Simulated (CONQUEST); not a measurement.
# Energy of Tc along an even scaling of the cell

System: Tc (P6₃/mmc, 4 atoms in the cell).
Method: Kohn-Sham DFT of a periodic cell, PBE, PseudoDojo NC PBE, no spin polarisation (CONQUEST 1.3).

The 7 runs differ only in the geometry, by an even scaling of the cell at fixed fractional positions. The structure derives from an entry of the Crystallography Open Database.

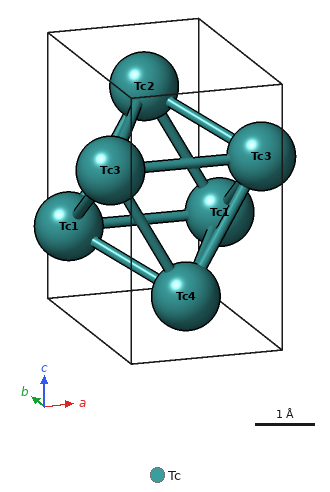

Figure 1. The structure of run 4 (ball-and-stick view of the cell of the calculation, seen slightly off an axis; atoms are numbered from 1 in the order of the input).

**Input of run 4**
```
IO.Title Tc
IO.Coordinates coords.dat
IO.FractionalAtomicCoords T
IO.Iprint 2
IO.Iprint_init 1
General.NumberOfSpecies 1
General.PseudopotentialType hamann
AtomMove.TypeOfRun static
AtomMove.FullStress T
Grid.PointsAlongX 32
Grid.PointsAlongY 48
Grid.PointsAlongZ 48
DM.SolutionMethod diagon
Diag.MPMesh T
Diag.GammaCentred T
Diag.MPMeshX 6
Diag.MPMeshY 4
Diag.MPMeshZ 4
Diag.kT 0.00183747
minE.SCTolerance 1e-6
SC.MaxIters 100
IO.AtomChargeOutput T
%block ChemicalSpeciesLabel
1 98.910 Tc
%endblock
```

Command:
```bash
Conquest
```

Lattice vectors (Å) and fractional positions of run 4:
```
   2.740000    0.000000    0.000000
   0.000000    4.398000    0.000000
   0.000000    0.000000    4.745819
Tc  0.000000  0.750000  0.333333
Tc  0.500000  0.750000  0.833333
Tc  0.000000  0.250000  0.666667
Tc  0.500000  0.250000  0.166667
```

Run 6 has the same physical settings and fractional positions; its lattice vectors (Å) are:
```
   2.776057    0.000000    0.000000
   0.000000    4.455875    0.000000
   0.000000    0.000000    4.808271
```

**Results, with one run withheld**

| run | volume per atom (Å³) | free energy per atom, from the lowest run given (meV) | pressure (GPa) |
| --- | --- | --- | --- |
| 1 | 13.440 | 123.86 | 33.64 |
| 2 | 13.726 | 72.13 | 24.54 |
| 3 | 14.011 | 35.37 | 16.88 |
| 4 | 14.297 | 11.57 | 9.74 |
| 5 | 14.583 | 0.00 | 3.36 |
| 6 | 14.869 | ? | ? |
| 7 | 15.155 | 8.55 | −7.45 |

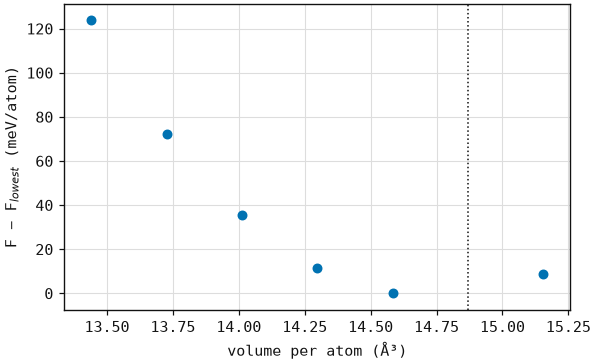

Figure 2. Free energy per atom of the runs given; the dotted line marks run 6.

What should run 6 give?

A cubic polynomial in V^(−2/3) (the Birch–Murnaghan form), fitted to the 6 runs given, misses them by at most 0.06 meV per atom. With x = V^(−2/3) − 0.17066 Å⁻², it reads F = 19.456 + 9727.2 x + 1.12e+06 x² + 1.1344e+05 x³ (meV per atom). At run 6 it gives −0.69 meV per atom, and the run itself gives −0.59. The slope of the fit gives a pressure −dF/dV of −2.49 GPa there, and the run prints −2.61 GPa. The two needn't agree exactly: the fit is approximate, and the printed stress is taken on a finite basis. The fit has its minimum at 14.744 Å³ per atom, where V d²F/dV² gives 299 GPa. Cell shape and fractional positions are held, so this is the stiffness under even scaling; the relaxed bulk modulus wasn't computed.

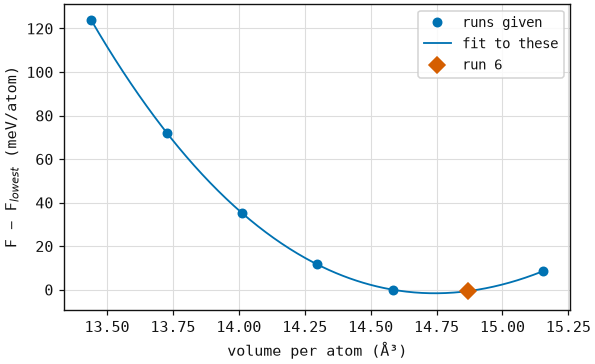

Figure 3. The fit and the withheld run.

**Some lines of the output (run 6)**
```
[...]
          DFT Total Energy                 :      -339.323198626437716 Ha
          Free Energy (E-TS)               :      -339.342165956810277 Ha
          DFT Total Energy                 :      -339.340805597725307 Ha
          Free Energy (E-TS)               :      -339.342155817117998 Ha
          DFT Total Energy                 :      -339.340832809978906 Ha
          Free Energy (E-TS)               :      -339.342160827359407 Ha
          DFT Total Energy                 :      -339.340836776170534 Ha
          Free Energy (E-TS)               :      -339.342160941894917 Ha
          DFT Total Energy                 :      -339.340836400227431 Ha
          Free Energy (E-TS)               :      -339.342161322960408 Ha
          DFT Total Energy                 :      -339.340836762356332 Ha
      | Free Energy as E-TS      =      -339.342161322960408 Ha
      |* DFT total energy        =      -339.340836762356332 Ha
    force: Average pressure:     -2.60928300 GPa
```

Notes: With a small basis of atomic orbitals these values can differ much from converged plane-wave results.
